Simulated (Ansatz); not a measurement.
# C (slab): what the fields show

```cif
data_structure
_symmetry_space_group_name_H-M 'P 1'
_symmetry_Int_Tables_number 1
_cell_length_a 2.4650
_cell_length_b 2.4650
_cell_length_c 23.7384
_cell_angle_alpha 90.000
_cell_angle_beta 90.000
_cell_angle_gamma 120.000
_cell_volume 124.91
loop_
_atom_site_label
_atom_site_type_symbol
_atom_site_fract_x
_atom_site_fract_y
_atom_site_fract_z
_atom_site_occupancy
C1 C 0.00000 0.00000 0.35807 1
C2 C 0.33333 0.66667 0.35807 1
C3 C 0.00000 0.00000 0.50000 1
C4 C 0.66667 0.33333 0.50000 1
C5 C 0.00000 0.00000 0.64193 1
C6 C 0.33333 0.66667 0.64193 1
```

All numbers below come from Ansatz 0.2.0, DFT PBE+D3(BJ), scalar-relativistic, plane waves, PAW.

In a PAW calculation such maps are meaningful between the atoms, not at the nuclei.

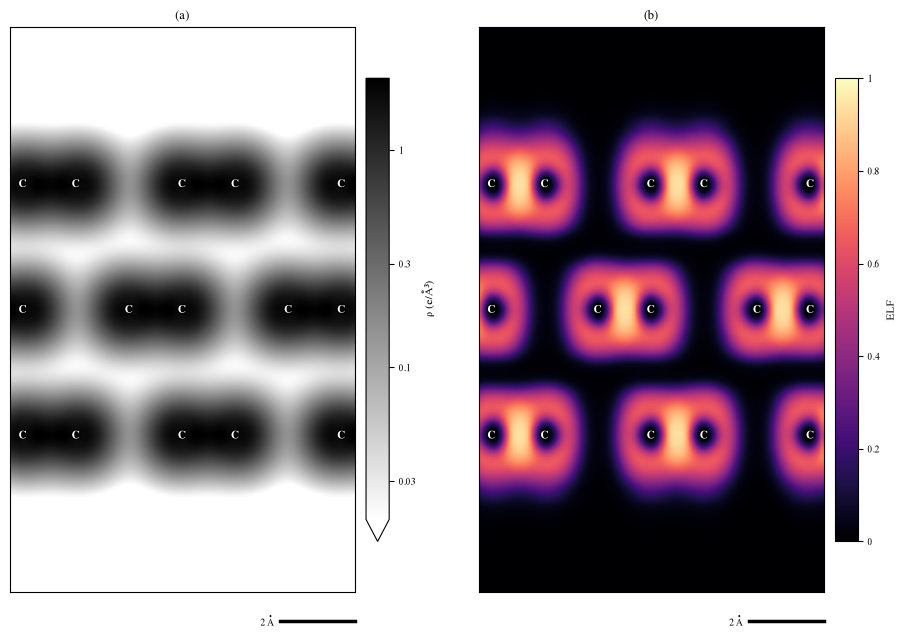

Figure 1. (a) valence pseudo-density; (b) electron localisation function on the (110) plane of the calculation cell, a cut from vacuum to vacuum.

Q: Interpret the plot.

A: The section cuts through C sites.
C–C (1.42 Å): ρ is about 2 e/Å³ halfway; the ELF peaks at about 0.95 between the atoms (localised, covalent bonding).
The density dies away to nearly zero in the vacuum.

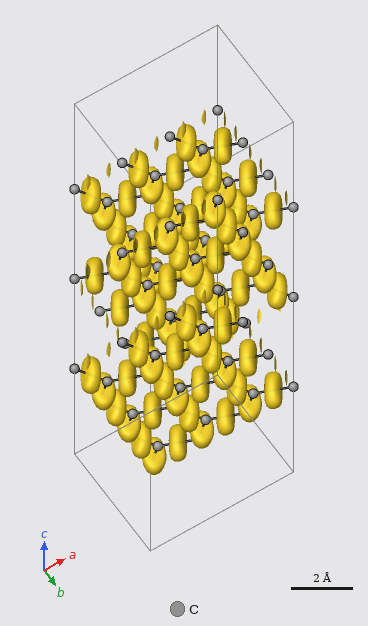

Figure 2. Isosurface of the ELF at 0.8 (yellow), seen at an oblique angle. Core shells and regions of very low density are left out. Sticks mark near contacts.

Q: Where are the electrons localised?

A: At this value the surface marks out nine regions between bonded C–C atoms (shared pairs), counted in one cell of 6 atoms. Counts are for one cell; the picture repeats the cell along the surface.
